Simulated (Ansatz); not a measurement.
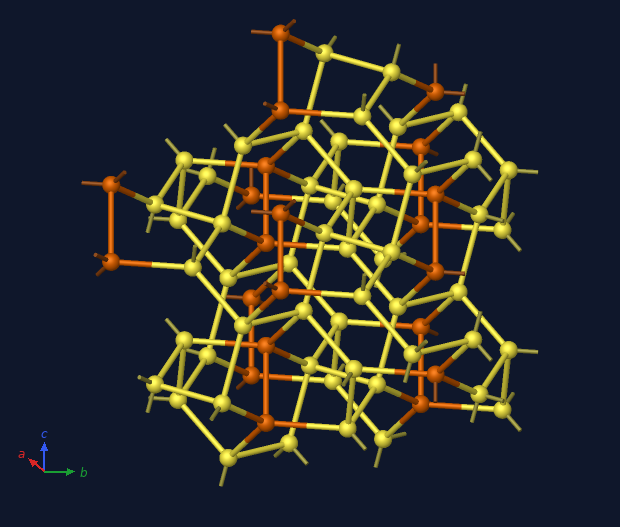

The picture shows a finite piece of the underlying net of a crystal structure, nodes on the atoms' positions. Nodes are coloured by topological kind. Short stubs are edges that leave the cut-out.

> Describe the net.

A binodal (4,4)-connected, three-periodic net.

> Give point symbol and coordination sequence of each kind of node.

4-connected node: 5^3.6^3, sequence 4, 12, 24, 51, 72, 109; 4-connected node: 5^3.6.8^2, sequence 4, 12, 26, 49, 77, 106.

The net was derived as follows. System Si (space group R-3, No. 148); source of the atomic positions: coordinates from a relaxation with DFT PBE, scalar-relativistic, plane waves, PAW in Ansatz 0.2.0. Bonds are taken as Si–Si below 2.7 Å; no other contact counts. Atoms with one bond or none are removed and atoms with two bonds are replaced by edges, until no such atom is left. Si(6c) is a 4-connected node; Si(18f) is a 4-connected node, in the ratio 1:3.
